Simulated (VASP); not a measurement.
System SiC (space group P6_3mc, No. 186); source of the atomic positions: coordinates from a relaxation with VASP Kohn-Sham DFT of a periodic cell, RPBE with D3, VASP PAW PBE potentials, recommended (VASP).

```yaml
crystal:
  lattice:
    - [3.08655, 0.00000, 0.00000]
    - [-1.54328, 2.67303, 0.00000]
    - [0.00000, 0.00000, 10.10626]
  atoms:
    - { symbol: Si, position: [0.00000, 0.00000, 0.18789] }
    - { symbol: Si, position: [0.00000, 0.00000, 0.68789] }
    - { symbol: Si, position: [0.33333, 0.66667, 0.43782] }
    - { symbol: Si, position: [0.66667, 0.33333, 0.93782] }
    - { symbol: C, position: [0.00000, 0.00000, 0.00047] }
    - { symbol: C, position: [0.00000, 0.00000, 0.50047] }
    - { symbol: C, position: [0.33333, 0.66667, 0.24982] }
    - { symbol: C, position: [0.66667, 0.33333, 0.74982] }
```

Describe the stacking along c, with columns A (0, 0), B (1/3, 2/3), C (2/3, 1/3) of the hexagonal mesh.

C(A) – Si(A) – C(B) – Si(B) – C(A) – Si(A) – C(C) – Si(C) (eight layers in 10.11 Å).

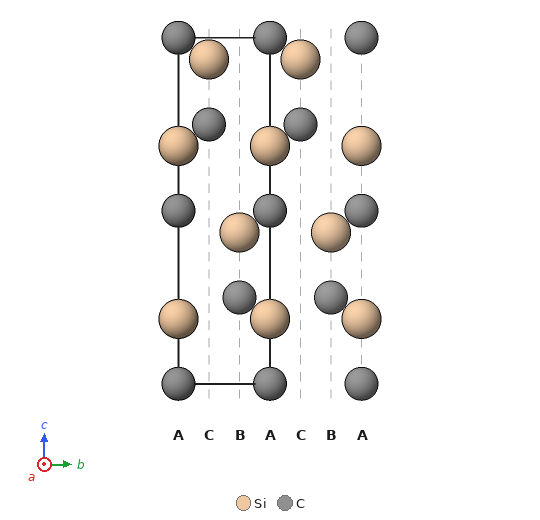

Projection along an edge of the hexagonal mesh, stacking direction c upwards. The dashed lines mark the three columns A (0, 0), B (1/3, 2/3) and C (2/3, 1/3). The sequence starts with the first layer at or above the cell's origin.
